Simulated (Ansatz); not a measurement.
# Mg₄O: a changed input and its effect

System: Mg₄O (Pm-3m, 5 atoms in the cell).
Method of run A: DFT PBE, scalar-relativistic, plane waves, PAW, spin-polarised (Ansatz 0.2.0).

The structure was made by a generator, so it may or may not be a known phase. Text and figures count atoms from 1; the logs count them from 0 in places.

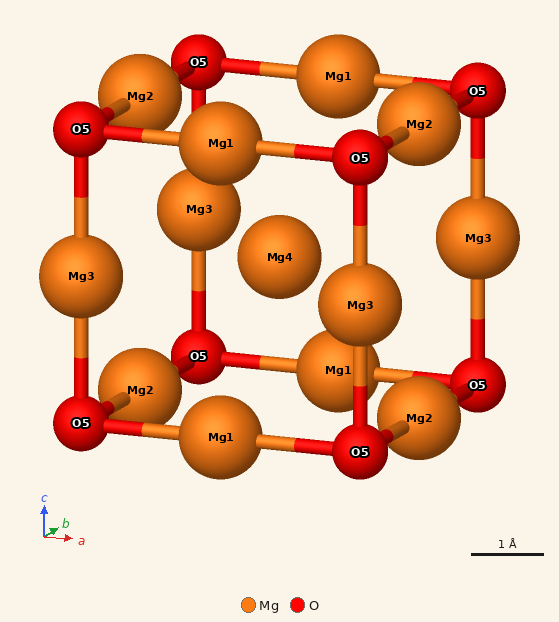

Figure 1. The structure (ball-and-stick view of the cell of the calculation, seen slightly off an axis; atoms are numbered from 1 in the order of the input).

**The input, run A**
```yaml
crystal:
  lattice:
    - [4.22548695, 0.0, 0.0]
    - [0.0, 4.22548695, 0.0]
    - [0.0, 0.0, 4.22548695]
  atoms:
    - { symbol: Mg, position: [0.5, 0.0, 0.0] }
    - { symbol: Mg, position: [0.0, 0.5, 0.0] }
    - { symbol: Mg, position: [0.0, 0.0, 0.5] }
    - { symbol: Mg, position: [0.5, 0.5, 0.5] }
    - { symbol: O, position: [0.0, 0.0, 0.0], spin: 1.0 }
basis:
  ecutwfc: 420
kpoints:
  mp_grid: { grid: [4, 4, 4] }
hamiltonian:
  xc: pbe
scf:
  occupations: { method: gaussian, width: 0.1 }
  lower_state_search: "off"
output:
  forces: true
  stress: true
  eigenvalues: true
  populations: true
magnetization:
  spin_polarized: true
```

Command:
```bash
ansatz run input.yaml --threads 1 --pin off --max-ram 2048MiB --backend cpu --events-out ev --progress --plain --runs-dir out
```

Hardware: 1 thread of Intel Xeon @ 2.90GHz (Ice Lake), 16 GiB of memory available, shared host.

**Output, shortened to warnings, some set-up lines, iterations and results (run A)**
```
WARN: the starting moments were not kept: the SCF closed with an absolute magnetisation of 2.8e-6 μB, where they sum to 1 μB in size (1 site). That is at most 0.1 of that sum. Measured as dr2_m measures the in/out step, that magnetisation stands 4.8e-13 eV from none, at or under the dr2_threshold of 1.0e-7 eV: it is no larger than a step whose dr2_m would equal this threshold. The system may hold …
Basis set: ecut = 420 eV, 1419 PW (Γ), exchange–correlation on 60×60×60 points (8 copies of the dense FFT grid, shifted against one another)
Symmetry: 48 space group operations
k-points: 10 of 64
Initial density: superposition of atomic densities (chi_scale 0.1, normalization cell, long waves kept (reshape's long-wave potential 0.07 eV rms))
[...]
SCF iter   1: F=—  HF=-8265.452478 eV  |F-HF|=—  |Δ(HF+E_count)|=         —  Δρ=7.55e-2 (↑7.55e-2 ↓2.91e-2)  dr2=9.46e0  dr2_m=4.68e-1  M=0.070 μB ∫|m|=0.369 μB  β_m=0.30  …
SCF iter   2: F=—  HF=-8264.122848 eV  |F-HF|=—  |Δ(HF+E_count)|=    1.33e0  Δρ=3.60e-2 (↑3.60e-2 ↓1.49e-2)  dr2=1.66e0  dr2_m=3.22e-1  M=0.016 μB ∫|m|=0.251 μB  β_m=0.30  …
SCF iter   3: F=—  HF=-8263.998741 eV  |F-HF|=—  |Δ(HF+E_count)|=   1.24e-1  Δρ=1.94e-2 (↑1.90e-2 ↓1.94e-2)  dr2=5.65e-1  dr2_m=1.98e-1  M=0.010 μB ∫|m|=0.181 μB  β_m=0.30  …
SCF iter   4: F=—  HF=-8263.863720 eV  |F-HF|=—  |Δ(HF+E_count)|=   1.35e-1  Δρ=1.80e-2 (↑1.09e-2 ↓1.80e-2)  dr2=8.39e-2  dr2_m=1.21e-1  M=0.004 μB ∫|m|=0.132 μB  β_m=0.30  …
SCF iter   5: F=—  HF=-8263.886778 eV  |F-HF|=—  |Δ(HF+E_count)|=   2.31e-2  Δρ=1.06e-2 (↑1.03e-2 ↓1.06e-2)  dr2=1.77e-2  dr2_m=6.90e-2  M=0.001 μB ∫|m|=0.107 μB  β_m=0.30  …
[... 6 lines ...]
SCF iter  12: F=—  HF=-8263.924536 eV  |F-HF|=—  |Δ(HF+E_count)|=   1.88e-7  Δρ=5.44e-6 (↑5.44e-6 ↓3.66e-6)  dr2=1.26e-7  dr2_m=4.14e-9  M=-0.000 μB ∫|m|=0.000 μB  β_m=0.87  …
SCF iter  13: F=-8263.924536 eV  HF=-8263.924536 eV  |F-HF|=4.77e-9  |Δ(HF+E_count)|=   6.96e-9  Δρ=1.13e-6 (↑9.38e-7 ↓1.13e-6)  dr2=7.60e-9  dr2_m=1.93e-10  M=0.000 μB …
SCF iter  14: F=-8263.924536 eV  HF=-8263.924536 eV  |F-HF|=3.67e-10  |Δ(HF+E_count)|=   2.46e-9  Δρ=5.46e-7 (↑5.46e-7 ↓3.30e-7)  dr2=3.61e-10  dr2_m=8.09e-11  M=0.000 μB …
SCF iter  15: F=-8263.924536 eV  HF=-8263.924536 eV  |F-HF|=1.82e-12  |Δ(HF+E_count)|=  7.13e-10  Δρ=8.99e-8 (↑8.99e-8 ↓7.62e-8)  dr2=1.41e-11  dr2_m=1.70e-12  M=0.000 μB …
SCF 1 converged in 15 iterations: F = -8263.924536 eV  dr2 = 1.41e-11
SCF converged after 15 iterations
Magnetization: 0.0000 μB (23.0000 up, 23.0000 down)
Absolute magnetization: 0.0000 μB (∫|ρ↑−ρ↓|, with the PAW one-centre terms)
Spin contamination: 0.0000 ħ² per cell (⟨S²⟩ above its minimum at these occupations)
Per-site moments (μB) at R_I (Å): [(3.0896318534560464e-8, 0.8715066834375), (3.089631860794938e-8, 0.8715066834375), (3.089631847598661e-8, 0.8715066834375), (6.858161376473147e-7, 1.2324965714161082), (1.3147210844689823e-7, 0.8715066834375)]
Free energy (F): -8263.924536 eV
Harris-Foulkes:  -8263.924536 eV  (|F-HF|=1.82e-12)
Internal energy: -8263.920675 eV  (E = F + TS)
E sigma→0 (E₀):  -8263.922606 eV
Entropy (-TS):   -0.003862 eV (-0.772 meV/atom)
Fermi energy:    8.355886 eV
--- Per-component energies (eV) ---
  E_band       = -1329.340145
  E_kinetic    = 484.804450
  E_local      = -6423.963421  (includes V_loc(G=0)·N_el)
  E_nonlocal   = 429.882595
  E_hartree    = 2285.833177
  E_xc         = -193.051490
  E_vxc        = -248.276384  (∫ρ·V_xc dr)
  E_paw        = -1325.705782  (= ΣΔE_a)
  E_vpaw       = -143.456021  (= ΣTr[D̂ρ^β])
  E_aug_tail   = 0.002450  (compensation charges beyond the density's cutoff)
  E_ewald      = -3521.722655
  E_smearing   = -0.003862  (= −TS)
  E_closure    = 0.000000  (closes the sum)
  Σ components = -8263.924536   (vs F -8263.924536, Δ=0.00e0)
--- Forces (eV/Å), atoms counted from 1 ---
  atom   1  Mg    -0.00000000    -0.00000000     0.00000000
  atom   2  Mg     0.00000000     0.00000000    -0.00000000
  atom   3  Mg     0.00000000    -0.00000000     0.00000000
  atom   4  Mg     0.00000000    -0.00000000    -0.00000000
  atom   5  O     -0.00000000     0.00000000    -0.00000000
  max |Σ_I F_I| component: 1.61e-28 eV/Å
--- Stress (GPa, compression-positive) ---
       10.564492       0.000000       0.000000
       -0.000000      10.564492       0.000000
        0.000000       0.000000      10.564492
  P = ⅓ Tr σ = 10.5645 GPa (105.645 kbar)
--- Löwdin populations: 5 sites ---
  site symbol       q [e]    m [muB]
     0     Mg      9.0994     0.0000
     1     Mg      9.0994     0.0000
     2     Mg      9.0994     0.0000
     3     Mg      9.4819     0.0000
     4      O      7.4415     0.0000
  spilling = 0.038661 (of n_electrons = 46.000000)
```

For run B the input was changed thus:
```diff
-    - [4.22548695, 0.0, 0.0]
-    - [0.0, 4.22548695, 0.0]
-    - [0.0, 0.0, 4.22548695]
+    - [4.4157684563, 0.0, 0.0]
+    - [0.0, 4.4157684563, 0.0]
+    - [0.0, 0.0, 4.4157684563]
```

Predict how the results change.

With the same functional and potentials, run B lies 65.7 meV per atom lower. The pressure goes from 10.56 to 0.35 GPa. The volume per atom goes from 15.09 to 17.22 Å³. The SCF takes 14 iterations against 15. The plane waves at Γ go from 1419 to 1743.

**Output, shortened to warnings, some set-up lines, iterations and results (run B)**
```
WARN: the starting moments were not kept: the SCF closed with an absolute magnetisation of 4.0e-6 μB, where they sum to 1 μB in size (1 site). That is at most 0.1 of that sum. Measured as dr2_m measures the in/out step, that magnetisation stands 8.0e-13 eV from none, at or under the dr2_threshold of 1.0e-7 eV: it is no larger than a step whose dr2_m would equal this threshold. The system may hold …
Basis set: ecut = 420 eV, 1743 PW (Γ), exchange–correlation on 60×60×60 points (8 copies of the dense FFT grid, shifted against one another)
Symmetry: 48 space group operations
k-points: 10 of 64
Initial density: superposition of atomic densities (chi_scale 0.1, normalization cell, long waves kept (reshape's long-wave potential 0.10 eV rms))
[...]
SCF iter   1: F=—  HF=-8266.243645 eV  |F-HF|=—  |Δ(HF+E_count)|=         —  Δρ=7.74e-2 (↑7.74e-2 ↓3.84e-2)  dr2=1.44e1  dr2_m=3.50e-1  M=0.216 μB ∫|m|=0.458 μB  β_m=0.30  …
SCF iter   2: F=—  HF=-8264.181458 eV  |F-HF|=—  |Δ(HF+E_count)|=    2.06e0  Δρ=2.52e-2 (↑2.52e-2 ↓2.15e-2)  dr2=7.25e-1  dr2_m=3.37e-1  M=0.019 μB ∫|m|=0.270 μB  β_m=0.30  …
SCF iter   3: F=—  HF=-8264.211937 eV  |F-HF|=—  |Δ(HF+E_count)|=   3.05e-2  Δρ=1.89e-2 (↑1.71e-2 ↓1.89e-2)  dr2=3.74e-1  dr2_m=2.04e-1  M=0.008 μB ∫|m|=0.210 μB  β_m=0.30  …
SCF iter   4: F=—  HF=-8264.197946 eV  |F-HF|=—  |Δ(HF+E_count)|=   1.40e-2  Δρ=1.33e-2 (↑1.33e-2 ↓1.25e-2)  dr2=1.48e-2  dr2_m=1.25e-1  M=0.002 μB ∫|m|=0.160 μB  β_m=0.30  …
SCF iter   5: F=—  HF=-8264.219012 eV  |F-HF|=—  |Δ(HF+E_count)|=   2.11e-2  Δρ=9.91e-3 (↑9.63e-3 ↓9.91e-3)  dr2=5.52e-3  dr2_m=7.36e-2  M=-0.001 μB ∫|m|=0.128 μB  β_m=0.30  …
[... 5 lines ...]
SCF iter  11: F=-8264.253009 eV  HF=-8264.253009 eV  |F-HF|=4.19e-9  |Δ(HF+E_count)|=   1.91e-8  Δρ=4.79e-6 (↑3.82e-6 ↓4.79e-6)  dr2=3.83e-8  dr2_m=5.08e-9  M=-0.000 μB …
SCF iter  12: F=-8264.253009 eV  HF=-8264.253009 eV  |F-HF|=5.38e-9  |Δ(HF+E_count)|=   3.88e-8  Δρ=1.51e-6 (↑1.26e-6 ↓1.51e-6)  dr2=1.85e-9  dr2_m=9.95e-10  M=-0.000 μB …
SCF iter  13: F=-8264.253009 eV  HF=-8264.253009 eV  |F-HF|=3.87e-10  |Δ(HF+E_count)|=   9.66e-9  Δρ=3.50e-7 (↑3.30e-7 ↓3.50e-7)  dr2=9.06e-11  dr2_m=6.73e-11  M=-0.000 μB …
SCF iter  14: F=-8264.253009 eV  HF=-8264.253009 eV  |F-HF|=1.46e-11  |Δ(HF+E_count)|=  6.86e-10  Δρ=6.21e-8 (↑6.21e-8 ↓5.30e-8)  dr2=7.59e-13  dr2_m=2.24e-12  M=-0.000 μB …
SCF 1 converged in 14 iterations: F = -8264.253009 eV  dr2 = 7.59e-13
SCF converged after 14 iterations
Magnetization: -0.0000 μB (23.0000 up, 23.0000 down)
Absolute magnetization: 0.0000 μB (∫|ρ↑−ρ↓|, with the PAW one-centre terms)
Spin contamination: 0.0000 ħ² per cell (⟨S²⟩ above its minimum at these occupations)
Per-site moments (μB) at R_I (Å): [(-3.4846376232179156e-8, 0.910752244111875), (-3.484637627342934e-8, 0.910752244111875), (-3.484637635701864e-8, 0.910752244111875), (-1.1802888155613128e-6, 1.2879981755847456), (5.652896349507624e-8, 0.910752244111875)]
Free energy (F): -8264.253009 eV
Harris-Foulkes:  -8264.253009 eV  (|F-HF|=1.46e-11)
Internal energy: -8264.249366 eV  (E = F + TS)
E sigma→0 (E₀):  -8264.251187 eV
Entropy (-TS):   -0.003643 eV (-0.729 meV/atom)
Fermi energy:    6.868638 eV
--- Per-component energies (eV) ---
  E_band       = -1391.968167
  E_kinetic    = 478.243007
  E_local      = -6661.213360  (includes V_loc(G=0)·N_el)
  E_nonlocal   = 429.553340
  E_hartree    = 2376.415635
  E_xc         = -190.127073
  E_vxc        = -244.332927  (∫ρ·V_xc dr)
  E_paw        = -1327.156466  (= ΣΔE_a)
  E_vpaw       = -147.051855  (= ΣTr[D̂ρ^β])
  E_aug_tail   = 0.002358  (compensation charges beyond the density's cutoff)
  E_ewald      = -3369.966806
  E_smearing   = -0.003643  (= −TS)
  E_closure    = 0.000000  (closes the sum)
  Σ components = -8264.253009   (vs F -8264.253009, Δ=0.00e0)
--- Forces (eV/Å), atoms counted from 1 ---
  atom   1  Mg     0.00000000    -0.00000000    -0.00000000
  atom   2  Mg     0.00000000     0.00000000     0.00000000
  atom   3  Mg     0.00000000    -0.00000000    -0.00000000
  atom   4  Mg     0.00000000    -0.00000000    -0.00000000
  atom   5  O     -0.00000000    -0.00000000     0.00000000
  max |Σ_I F_I| component: 9.41e-29 eV/Å
--- Stress (GPa, compression-positive) ---
        0.346512       0.000000       0.000000
        0.000000       0.346512       0.000000
        0.000000       0.000000       0.346512
  P = ⅓ Tr σ = 0.3465 GPa (3.465 kbar)
--- Löwdin populations: 5 sites ---
  site symbol       q [e]    m [muB]
     0     Mg      9.1047    -0.0000
     1     Mg      9.1047    -0.0000
     2     Mg      9.1047    -0.0000
     3     Mg      9.4832    -0.0000
     4      O      7.4012     0.0000
  spilling = 0.039163 (of n_electrons = 46.000000)
```

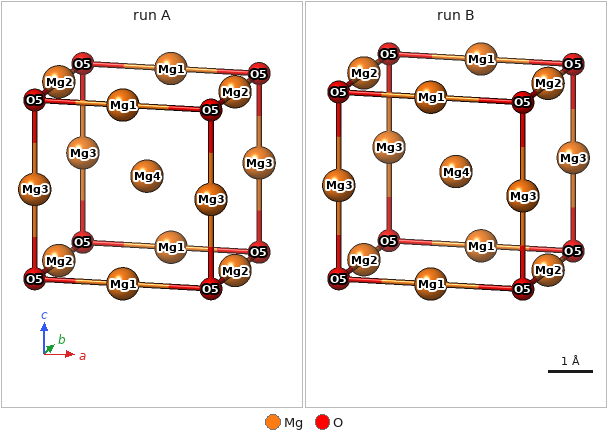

Figure 2. The two input geometries at one scale (ball-and-stick view of the cell of the calculation, seen slightly off an axis). No atom moves by more than 0.005 Å relative to the cell. The volume changes by +14.1 %, with a = b = c 4.225 → 4.416 Å (+4.5 %). Among the contacts that change: Mg1–O5 2.113 → 2.208 Å.

**The two runs side by side**

| quantity | run A | run B |
| --- | --- | --- |
| outcome | converged | converged |
| free energy per atom (eV) | −1652.7849 | −1652.8506 |
| energy per atom, smearing taken to zero (eV) | −1652.7845 | −1652.8502 |
| gap on the mesh (eV) | 0.00 | 0.00 |
| net moment of the cell (μB) | 0.00 | 0.00 |
| absolute moment of the cell (μB) | 0.00 | 0.00 |
| pressure (GPa) | 10.56 | 0.35 |
| volume per atom (Å³) | 15.09 | 17.22 |
| largest force (eV/Å) | 0.000 | 0.000 |
| SCF iterations | 15 | 14 |
| irreducible k-points | 10 | 10 |
| plane waves at Γ | 1419 | 1743 |
| wall time (shared host) | 3.2 s | 4 s |

For both runs: Warnings: some starting moments were not kept. For run A: The cell is under a pressure of 10.6 GPa at this level, so it is not at its equilibrium volume.
